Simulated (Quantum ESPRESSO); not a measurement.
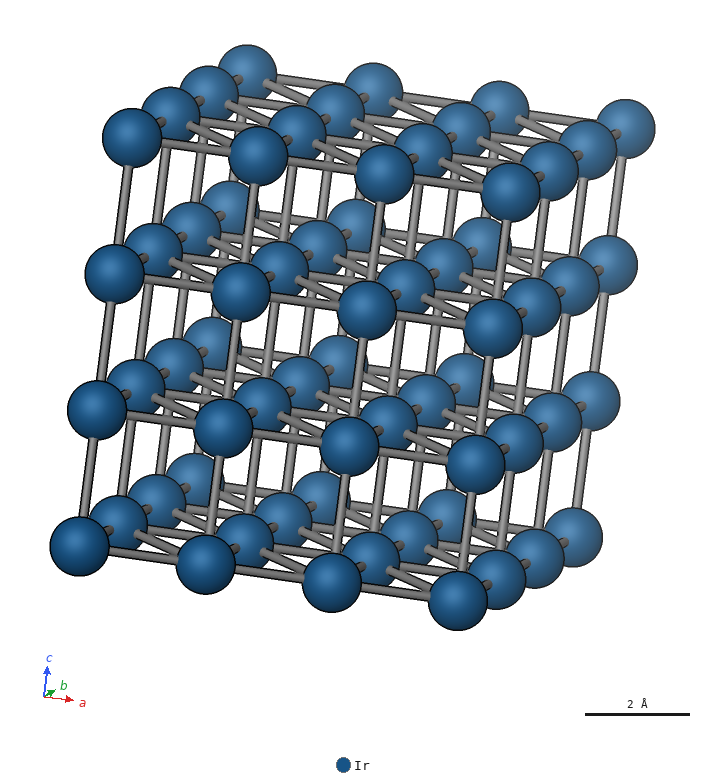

Figure 1. The structure as given in the input (ball-and-stick view of the cell of the calculation, set on other vectors, repeated 3 × 3 × 3, seen slightly off an axis). An atom can appear more than once, as a periodic image.

## Single-point calculation, with input and output: Ir

System: Ir (P-1, 1 atom in the cell).
Method: Kohn-Sham DFT of a periodic cell, PBE, SSSP 1.3 efficiency PBE, no spin polarisation (Quantum ESPRESSO 7.5).

The structure derives from an entry of the Crystallography Open Database.

### Output
```
This program is part of the open-source Quantum ESPRESSO suite
     for quantum simulation of materials; please cite
         "P. Giannozzi et al., J. Phys.:Condens. Matter 21 395502 (2009);
         "P. Giannozzi et al., J. Phys.:Condens. Matter 29 465901 (2017);
         "P. Giannozzi et al., J. Chem. Phys. 152 154105 (2020);
          URL
     in publications or presentations arising from this work. More details at

     Message from routine setup:
     using ibrav=0 with symmetry is DISCOURAGED, use correct ibrav instead

     G-vector sticks info
     --------------------
     sticks:   dense  smooth     PW     G-vecs:    dense   smooth      PW
     Sum         721     361    121                14693     5219    1089

     Using Slab Decomposition

     bravais-lattice index     =            0
     lattice parameter (alat)  =       4.8044  a.u.
     unit-cell volume          =      94.3978 (a.u.)^3
     number of atoms/cell      =            1
     number of atomic types    =            1
     number of electrons       =        15.00
     number of Kohn-Sham states=           13
     kinetic-energy cutoff     =      55.0000  Ry
     charge density cutoff     =     440.0000  Ry
     scf convergence threshold =      2.0E-10
     mixing beta               =       0.5000
     number of iterations used =            8  plain     mixing
     Exchange-correlation= SLA  PW   PBE  PBE
                           (   1   4   3   4   0   0   0)

     celldm(1)=   4.804418  celldm(2)=   0.000000  celldm(3)=   0.000000
     celldm(4)=   0.000000  celldm(5)=   0.000000  celldm(6)=   0.000000

     crystal axes: (cart. coord. in units of alat)
               a(1) = (   0.025358   0.722689   0.690708 )
               a(2) = (   0.763775   0.030458   0.685608 )
               a(3) = (   0.854639   0.808453  -0.060406 )

     reciprocal axes: (cart. coord. in units 2 pi/alat)
               b(1) = ( -0.653327  0.742568  0.694825 )
               b(2) = (  0.707295 -0.695286  0.701512 )
               b(3) = (  0.557373  0.599332 -0.647544 )

     PseudoPot. # 1 for Ir read from file:
     Ir_pbe_v1.2.uspp.F.UPF
     Pseudo is Ultrasoft + core correction, Zval = 15.0
     Generated by new atomic code, or converted to UPF format
     Using radial grid of  983 points,  7 beta functions with:
                l(1) =   0
                l(2) =   0
                l(3) =   1
                l(4) =   1
                l(5) =   1
                l(6) =   2
                l(7) =   2
     Q(r) pseudized with  8 coefficients,  rinner =    1.400   1.400   1.400
                                                       1.400   1.400

     atomic species   valence    mass     pseudopotential
     Ir               15.00   192.21700     Ir( 1.00)

      2 Sym. Ops., with inversion, found

   Cartesian axes

     site n.     atom                  positions (alat units)
         1        Ir     tau(   1) = (   0.0000000   0.0000000   0.0000000  )

     number of k points=   859  Fermi-Dirac smearing, width (Ry)=  0.0037

     Number of k-points >= 100: set verbosity='high' to print them.

     Dense  grid:    14693 G-vectors     FFT dimensions: (  36,  36,  40)

     Smooth grid:     5219 G-vectors     FFT dimensions: (  24,  24,  27)

     Initial potential from superposition of free atoms

     starting charge      14.5000, renormalised to      15.0000

     negative rho (up, down):  3.736E-01 0.000E+00
     Starting wfcs are   12 randomized atomic wfcs +    1 random wfcs

     Self-consistent Calculation

     iteration #  1     ecut=    55.00 Ry     beta= 0.50
     Davidson diagonalization with overlap
     ethr =  1.00E-02,  avg # of iterations =  4.5

     negative rho (up, down):  3.279E-01 0.000E+00

     total energy              =    -181.64390207 Ry
     estimated scf accuracy    <       0.61912811 Ry

     iteration #  2     ecut=    55.00 Ry     beta= 0.50
     Davidson diagonalization with overlap
     ethr =  4.13E-03,  avg # of iterations =  2.2

     negative rho (up, down):  3.202E-01 0.000E+00

     total energy              =    -181.74711216 Ry
     estimated scf accuracy    <       0.00518754 Ry

     iteration #  3     ecut=    55.00 Ry     beta= 0.50
     Davidson diagonalization with overlap
     ethr =  3.46E-05,  avg # of iterations =  6.2

     negative rho (up, down):  3.168E-01 0.000E+00

     total energy              =    -181.74795630 Ry
     estimated scf accuracy    <       0.00069233 Ry

     iteration #  4     ecut=    55.00 Ry     beta= 0.50
     Davidson diagonalization with overlap
     ethr =  4.62E-06,  avg # of iterations =  2.3

     negative rho (up, down):  3.165E-01 0.000E+00

     total energy              =    -181.74801302 Ry
     estimated scf accuracy    <       0.00002580 Ry

     iteration #  5     ecut=    55.00 Ry     beta= 0.50
     Davidson diagonalization with overlap
     ethr =  1.72E-07,  avg # of iterations =  2.0

     negative rho (up, down):  3.167E-01 0.000E+00

     total energy              =    -181.74801839 Ry
     estimated scf accuracy    <       0.00000150 Ry

     iteration #  6     ecut=    55.00 Ry     beta= 0.50
     Davidson diagonalization with overlap
     ethr =  1.00E-08,  avg # of iterations =  2.0

     negative rho (up, down):  3.167E-01 0.000E+00

     total energy              =    -181.74801875 Ry
     estimated scf accuracy    <       0.00000016 Ry

     iteration #  7     ecut=    55.00 Ry     beta= 0.50
     Davidson diagonalization with overlap
     ethr =  1.05E-09,  avg # of iterations =  2.0

     negative rho (up, down):  3.167E-01 0.000E+00

     total energy              =    -181.74801879 Ry
     estimated scf accuracy    <          3.2E-09 Ry

     iteration #  8     ecut=    55.00 Ry     beta= 0.50
     Davidson diagonalization with overlap
     ethr =  2.15E-11,  avg # of iterations =  1.8

     negative rho (up, down):  3.167E-01 0.000E+00

     total energy              =    -181.74801879 Ry
     estimated scf accuracy    <          2.2E-10 Ry

     iteration #  9     ecut=    55.00 Ry     beta= 0.50
     Davidson diagonalization with overlap
     ethr =  1.44E-12,  avg # of iterations =  2.0

     negative rho (up, down):  3.167E-01 0.000E+00

     End of self-consistent calculation

     Number of k-points >= 100: set verbosity='high' to print the bands.

     the Fermi energy is    25.1392 ev

!    total energy              =    -181.74801879 Ry
     estimated scf accuracy    <          3.0E-12 Ry
     smearing contrib. (-TS)   =      -0.00074459 Ry
     internal energy E=F+TS    =    -181.74727421 Ry

     The total energy is F=E-TS. E is the sum of the following terms:
     one-electron contribution =      -7.00115937 Ry
     hartree contribution      =      17.91826130 Ry
     xc contribution           =     -50.49071201 Ry
     ewald contribution        =    -142.17366413 Ry

     convergence has been achieved in   9 iterations

     negative rho (up, down):  3.167E-01 0.000E+00

     Forces acting on atoms (cartesian axes, Ry/au):

     atom    1 type  1   force =     0.00000000    0.00000000    0.00000000

     Total force =     0.000000     Total SCF correction =     0.000000

     Computing stress (Cartesian axis) and pressure

     negative rho (up, down):  3.167E-01 0.000E+00
          total   stress  (Ry/bohr**3)                   (kbar)     P=      277.59
   0.00115422  -0.00177049   0.00141802          169.79     -260.45      208.60
  -0.00177049   0.00239020   0.00162330         -260.45      351.61      238.80
   0.00141802   0.00162330   0.00211673          208.60      238.80      311.38

=------------------------------------------------------------------------------=
   JOB DONE.
=------------------------------------------------------------------------------=
```

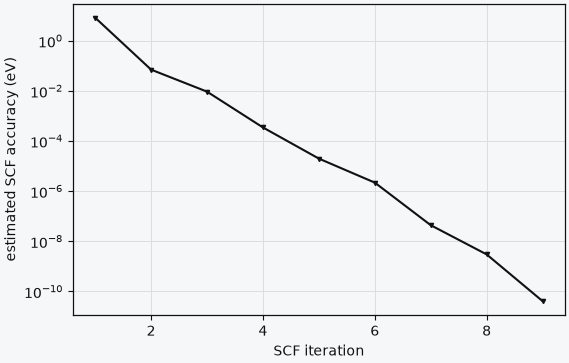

Figure 2. Convergence of the self-consistent field: estimated SCF accuracy against the iteration. The field takes 9 iterations in all.

This output came from the following input.

### Input
```
&CONTROL
  calculation = 'scf'
  prefix = 'pwscf'
  outdir = './tmp'
  pseudo_dir = './pseudo'
  tprnfor = .true.
  tstress = .true.
  disk_io = 'nowf'
/
&SYSTEM
  ibrav = 0
  nat = 1
  ntyp = 1
  ecutwfc = 55
  ecutrho = 440
  nbnd = 13
  occupations = 'smearing'
  smearing = 'fd'
  degauss = 0.00367493
/
&ELECTRONS
  conv_thr = 2d-10
  electron_maxstep = 120
  mixing_beta = 0.5
/
ATOMIC_SPECIES
Ir   192.2170 Ir_pbe_v1.2.uspp.F.UPF
CELL_PARAMETERS angstrom
   0.0644692700    1.8373557400    1.7560488600
   1.9418131400    0.0774349900    1.7430831500
   2.1728248700    2.0554017600   -0.1535767500
ATOMIC_POSITIONS crystal
Ir     0.0000000000    0.0000000000    0.0000000000
K_POINTS automatic
12 13 11 0 0 0
```

Launched with:
```bash
OMP_NUM_THREADS=1 pw.x -in pw.in > pw.out
```

### Key numbers

```csv
quantity,value
outcome,converged
space group (tolerance 0.01 Å),P-1 (2)
electrons treated,15
free energy,−2472.8078 eV
Fermi energy,25.139 eV
gap on the k-point mesh,none (metallic)
pressure,27.76 GPa
largest force (length of the vector),under 0.001 eV/Å
hardware,"1 thread of AMD EPYC (Zen 4), 16 GiB of memory available, shared host"
wall time,59 s
peak memory,0.21 GiB
```

### Remarks

Notes on the run: negative rho. Spin–orbit coupling is left out, which matters for Ir.
